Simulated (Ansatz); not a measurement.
# Si$_{31}$C$_{31}$ (charge −2): geometry relaxation (part 3 of 3)

Continued. System: Si$_{31}$C$_{31}$ (defect cell, 62 atoms in the cell, total charge −2). Method: DFT, PBEsol, PAW, plane waves (Ansatz 0.2.0); cutoff 420 eV, 1×1×1 k-mesh, Fermi–Dirac smearing of 0.01 eV. 

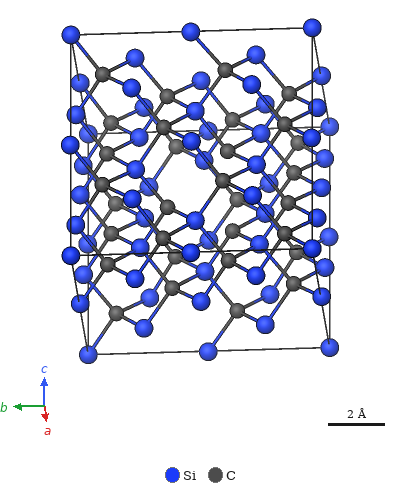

The starting structure (ball-and-stick view of the cell of the calculation, seen at an oblique angle).

Output, continued
```
  k-point 0 ↑: bands = ["-6.1540", "-5.3991", "-5.3984", "-5.2222", "-4.6241", "-4.6235", "-4.3546", "-3.8636", "-3.8631", "-3.7775", "-3.6446", "-3.2507", "-3.2503", "-3.2004", "-3.1795", "-3.1790", "-2.9767", "-2.6960", "-2.6957", "-2.3130", "-2.1919", "-2.1916", "-1.9601", "-1.9598", "-1.8519", "-1.6644", "-1.6526", "-1.6522", "-1.2344", "-1.2214", "-1.2206", "0.8105", "0.9185", "0.9186", "1.0478", "1.4563", "1.4570", "1.6690", "1.6985", "1.6990",
      "1.7771", "1.8639", "1.8642", "1.8695", "1.9706", "1.9707", "1.9990", "2.3721", "2.4013", "2.4016", "2.7166", "2.7169", "3.1458", "3.5249", "3.7675", "3.7676", "3.8305", "3.8308", "3.8560", "3.8573", "3.9487", "3.9492", "4.0878", "4.0882", "4.2350", "4.5570", "4.5572", "4.7484", "4.8849", "4.8853", "4.9594", "5.2668", "5.3255", "5.3285", "5.3286", "5.3579", "5.3581", "5.4866", "5.4870", "5.5110",
      "5.6996", "5.6997", "5.7636", "5.8618", "5.8620", "5.9932", "6.0306", "6.2439", "6.2442", "6.4637", "6.4640", "6.5724", "6.6032", "6.6129", "6.6132", "6.7522", "6.7527", "6.7878", "6.8404", "6.8406", "6.9359", "6.9787", "6.9791", "7.0444", "7.1784", "7.2433", "7.2437", "7.3247", "7.3249", "7.4958", "7.6541", "7.7240", "7.8488", "7.8492", "7.8930", "7.9634", "7.9637", "8.0940", "8.0943", "8.3717",
      "8.5331", "8.5335", "9.0892", "10.4068", "10.4078", "11.0931", "11.0978", "11.3468", "11.3482", "11.3499", "12.3891", "12.5650", "12.5654", "13.0309", "13.1631", "13.1964", "13.1966", "13.3802", "13.3814", "13.4607", "13.5013", "13.5017", "14.0594", "14.1591", "14.1725", "14.1731", "14.3015", "14.3023", "14.3408", "14.4119", "14.4122", "14.4156", "14.5834", "14.5835", "14.7176", "14.7526", "14.7532", "15.0226", "15.1440", "15.3174",
      "15.3178", "15.5792", "15.5794", "15.6268", "15.7207", "16.0725", "16.0727", "16.1163", "16.3421", "16.3505", "16.3509", "16.3597", "16.4060", "16.4061", "16.4416", "16.4520", "16.4524", "16.6243", "16.6248", "16.6577", "16.6582", "16.7925", "16.7935", "16.7936", "16.8002", "16.9309", "16.9816", "16.9820"]
  k-point 0 ↓: bands = ["-6.1540", "-5.3991", "-5.3984", "-5.2222", "-4.6241", "-4.6235", "-4.3546", "-3.8636", "-3.8631", "-3.7775", "-3.6446", "-3.2507", "-3.2503", "-3.2004", "-3.1795", "-3.1790", "-2.9767", "-2.6960", "-2.6957", "-2.3130", "-2.1919", "-2.1916", "-1.9601", "-1.9598", "-1.8519", "-1.6644", "-1.6526", "-1.6522", "-1.2344", "-1.2214", "-1.2206", "0.8105", "0.9185", "0.9186", "1.0478", "1.4563", "1.4570", "1.6690", "1.6985", "1.6990",
      "1.7771", "1.8639", "1.8642", "1.8695", "1.9706", "1.9707", "1.9990", "2.3721", "2.4013", "2.4016", "2.7166", "2.7169", "3.1458", "3.5249", "3.7675", "3.7676", "3.8305", "3.8308", "3.8560", "3.8573", "3.9487", "3.9492", "4.0878", "4.0882", "4.2350", "4.5570", "4.5572", "4.7484", "4.8849", "4.8853", "4.9594", "5.2668", "5.3255", "5.3285", "5.3286", "5.3579", "5.3581", "5.4866", "5.4870", "5.5110",
      "5.6996", "5.6997", "5.7636", "5.8618", "5.8620", "5.9932", "6.0306", "6.2439", "6.2442", "6.4637", "6.4640", "6.5724", "6.6032", "6.6129", "6.6132", "6.7522", "6.7527", "6.7878", "6.8404", "6.8406", "6.9359", "6.9787", "6.9791", "7.0444", "7.1784", "7.2433", "7.2437", "7.3247", "7.3249", "7.4958", "7.6541", "7.7240", "7.8488", "7.8492", "7.8930", "7.9634", "7.9637", "8.0940", "8.0943", "8.3717",
      "8.5331", "8.5335", "9.0892", "10.4068", "10.4078", "11.0931", "11.0978", "11.3468", "11.3482", "11.3499", "12.3891", "12.5650", "12.5654", "13.0309", "13.1631", "13.1964", "13.1966", "13.3802", "13.3814", "13.4607", "13.5013", "13.5017", "14.0594", "14.1591", "14.1725", "14.1731", "14.3015", "14.3023", "14.3408", "14.4119", "14.4122", "14.4156", "14.5834", "14.5835", "14.7176", "14.7526", "14.7532", "15.0226", "15.1440", "15.3174",
      "15.3178", "15.5792", "15.5794", "15.6268", "15.7207", "16.0725", "16.0727", "16.1163", "16.3421", "16.3505", "16.3509", "16.3597", "16.4060", "16.4061", "16.4416", "16.4520", "16.4524", "16.6243", "16.6248", "16.6577", "16.6582", "16.7925", "16.7935", "16.7936", "16.8002", "16.9309", "16.9816", "16.9820"]
--- Relaxed structure (5 steps of the walk, 5 accepted, 0 SCFs on fresh bases) ---
  F+E_penalty+E_count = -26901.86158677 eV   max|allowed force component| = 1.463e-2 eV/Å
  atoms:
    - { symbol: Si, position: [0.0010679239976593541, 1.0002800455791252, 0.0007492427682965457] }
    - { symbol: Si, position: [-7.286752117153112e-6, -0.0007696214085718978, 0.49960020414383] }
    - { symbol: Si, position: [-3.812301992025182e-5, 0.49915004972442567, 0.9996428142689947] }
    - { symbol: Si, position: [0.002405224332262006, 0.4995761717395256, 0.5000568453347201] }
    - { symbol: Si, position: [0.4999094443151517, 0.9992289345114456, -0.00031979914864224414] }
    - { symbol: Si, position: [0.5004054247062963, 1.0015839252153809, 0.5000901167124708] }
    - { symbol: Si, position: [0.5003733483839514, 0.49959825499300337, 0.0020899941934301664] }
    - { symbol: Si, position: [0.2515457973984486, 0.25077950072257693, 1.0000979950906252] }
    - { symbol: Si, position: [0.2552359257980587, 0.2544338466245482, 0.5038528839020328] }
    - { symbol: Si, position: [0.25129934872168685, 0.7502560100847879, 0.001174373331078928] }
    - { symbol: Si, position: [0.25416178857486166, 0.7446386278491621, 0.4955909533488488] }
    - { symbol: Si, position: [0.751055110863231, 0.2505483316231206, 1.0011179308082878] }
    - { symbol: Si, position: [0.7453769069298886, 0.25346608060932196, 0.4956210148253839] }
    - { symbol: Si, position: [0.7498241329386649, 0.7490457680631808, 1.001653141949219] }
    - { symbol: Si, position: [0.7513157263738232, 0.7503913774336801, 0.5003679696004185] }
    - { symbol: Si, position: [0.25156933156355366, 0.9996401707631988, 0.2512569715020531] }
    - { symbol: Si, position: [0.2512974061948329, 1.0006894835454616, 0.7507445290407292] }
    - { symbol: Si, position: [0.2551968760982866, 0.5033534126356844, 0.25489041767582793] }
    - { symbol: Si, position: [0.2541997189512704, 0.4951480208084307, 0.7450641901679378] }
    - { symbol: Si, position: [0.7510661326251227, 0.0006948028972069435, 0.2509787707538337] }
    - { symbol: Si, position: [0.7497976973586793, 0.001182688496083079, 0.7494993048710332] }
    - { symbol: Si, position: [0.7453774657292402, 0.4951494303499273, 0.2538819546582614] }
    - { symbol: Si, position: [0.7510624451351975, 0.5001156185453861, 0.7507321210470024] }
    - { symbol: Si, position: [0.000416844377708711, 0.2507908400472959, 0.2512524849279533] }
    - { symbol: Si, position: [1.001431179841563, 0.250539226461066, 0.750754263675653] }
    - { symbol: Si, position: [0.001488511377679156, 0.7502817186586516, 0.25095410008351] }
    - { symbol: Si, position: [1.001973802404098, 0.7490210642391498, 0.7494975188778259] }
    - { symbol: Si, position: [0.5041777001562489, 0.2544067430508872, 0.2548869513792184] }
    - { symbol: Si, position: [0.4959304458082577, 0.25345936435630173, 0.7450711914323404] }
    - { symbol: Si, position: [0.4959182529757128, 0.7446018734051859, 0.2538841407082449] }
    - { symbol: Si, position: [0.5007273758658887, 0.7503489225477402, 0.7509902539416378] }
    - { symbol: C, position: [0.12605735741775898, 0.12527384774920045, 0.12574222010739983] }
    - { symbol: C, position: [0.12377937690035731, 0.12300010806679298, 0.6239898911648976] }
    - { symbol: C, position: [0.12376610954581779, 0.6235042064633132, 0.1234468827293519] }
    - { symbol: C, position: [0.12605105037313527, 0.6251759554442665, 0.6256336192150028] }
    - { symbol: C, position: [0.624309326745417, 0.1229946972654278, 0.12345636859664252] }
    - { symbol: C, position: [0.6259563221583776, 0.12527365405807436, 0.6256506033819894] }
    - { symbol: C, position: [0.6259562268233839, 0.6251861815321547, 0.12573479252810638] }
    - { symbol: C, position: [0.3759605420264792, 0.37516743753201603, 0.1255652297041081] }
    - { symbol: C, position: [0.3689412671752841, 0.3681691340157639, 0.6333635705590465] }
    - { symbol: C, position: [0.37718435844491727, 0.8759848187264032, 0.12407235807717383] }
    - { symbol: C, position: [0.3773175410665326, 0.8733400938804337, 0.6239801341208085] }
    - { symbol: C, position: [0.8767466143472059, 0.3763948301070568, 0.12405259654303762] }
    - { symbol: C, position: [0.8741678881474492, 0.3765363921012797, 0.6239705201778176] }
    - { symbol: C, position: [0.8756657481320461, 0.8748915545618642, 0.12547103471445306] }
    - { symbol: C, position: [0.8744899642892984, 0.8737156152371188, 0.6263959082423814] }
    - { symbol: C, position: [0.37598417013463675, 0.1250735408103199, 0.3756612639037654] }
    - { symbol: C, position: [0.37716820718134647, 0.12360281737454132, 0.8764308904294332] }
    - { symbol: C, position: [0.368856337081212, 0.6329432332306967, 0.36856996626691124] }
    - { symbol: C, position: [0.3772430110403298, 0.6234765962923123, 0.873910428052359] }
    - { symbol: C, position: [0.8767313095014859, 0.12360689160753091, 0.37685937911458506] }
    - { symbol: C, position: [0.8756666065025996, 0.12498730378669064, 0.8753515177018389] }
    - { symbol: C, position: [0.8742388257690451, 0.6234749702650013, 0.37692994897530924] }
    - { symbol: C, position: [0.8744589850022224, 0.6259370219276086, 0.8741519008465842] }
    - { symbol: C, position: [0.12589733892011504, 0.3751584225385106, 0.3756472812614631] }
    - { symbol: C, position: [0.1243632346025225, 0.3764005286257721, 0.876425054044623] }
    - { symbol: C, position: [0.12435802055539479, 0.876004933170055, 0.3768584771939877] }
    - { symbol: C, position: [0.12580186787781686, 0.8748726810756955, 0.8753558099180676] }
    - { symbol: C, position: [0.6336570147291719, 0.3681619109608795, 0.3686099336281858] }
    - { symbol: C, position: [0.624302909320462, 0.37653258506232284, 0.8738535850353217] }
    - { symbol: C, position: [0.6243175957788061, 0.8733526790996755, 0.3769917550355267] }
    - { symbol: C, position: [0.6266859923840855, 0.8737206732588525, 0.8741802328577637] }
--- Löwdin populations: 62 sites ---
  site symbol       q [e]    m [muB]
     0     Si      2.9854     0.0000
     1     Si      2.9757     0.0000
     2     Si      2.9758     0.0000
     3     Si      2.9760    -0.0000
     4     Si      2.9757     0.0000
     5     Si      2.9761     0.0000
     6     Si      2.9760    -0.0000
     7     Si      2.9877     0.0000
     8     Si      2.9695     0.0000
     9     Si      2.9957     0.0000
    10     Si      2.9740    -0.0000
    11     Si      2.9958    -0.0000
    12     Si      2.9741     0.0000
    13     Si      2.9817     0.0000
    14     Si      3.1879     0.0000
    15     Si      2.9876    -0.0000
    16     Si      2.9959     0.0000
    17     Si      2.9694     0.0000
    18     Si      2.9739     0.0000
    19     Si      2.9957     0.0000
    20     Si      2.9816     0.0000
    21     Si      2.9740     0.0000
    22     Si      3.1897    -0.0000
    23     Si      2.9877     0.0000
    24     Si      2.9958    -0.0000
    25     Si      2.9957     0.0000
    26     Si      2.9817     0.0000
    27     Si      2.9695     0.0000
    28     Si      2.9741     0.0000
    29     Si      2.9740     0.0000
    30     Si      3.1882     0.0000
    31      C      4.9704     0.0000
    32      C      4.9693     0.0000
    33      C      4.9694    -0.0000
    34      C      4.9807    -0.0000
    35      C      4.9693     0.0000
    36      C      4.9807    -0.0000
    37      C      4.9807    -0.0000
    38      C      4.9731     0.0000
    39      C      5.0472    -0.0000
    40      C      4.9875     0.0000
    41      C      4.9452     0.0000
    42      C      4.9874    -0.0000
    43      C      4.9453     0.0000
    44      C      4.9745    -0.0000
    45      C      4.9731     0.0000
    46      C      4.9731    -0.0000
    47      C      4.9874     0.0000
    48      C      5.0474     0.0000
    49      C      4.9456    -0.0000
    50      C      4.9874     0.0000
    51      C      4.9745    -0.0000
    52      C      4.9455    -0.0000
    53      C      4.9731    -0.0000
    54      C      4.9732    -0.0000
    55      C      4.9874    -0.0000
    56      C      4.9875     0.0000
    57      C      4.9744    -0.0000
    58      C      5.0472    -0.0000
    59      C      4.9453     0.0000
    60      C      4.9453     0.0000
    61      C      4.9731     0.0000
  spilling = 0.010548 (of n_electrons = 250.000000)
```

Summary

| quantity | value |
| --- | --- |
| outcome | converged |
| electrons treated | 250 |
| free energy | −26901.8616 eV |
| Fermi energy | 10.751 eV |
| largest force (length of the vector) at the end | 0.019 eV/Å |
| hardware | 7 CPU threads, shared host |
| wall time | 58 s (CPU time 6.5 min) |
| peak memory | 1.8 GiB |

Remarks

Warnings of the run: some starting moments were not kept. The k-point mesh is coarse for a cell of this size, so the results may not be converged.
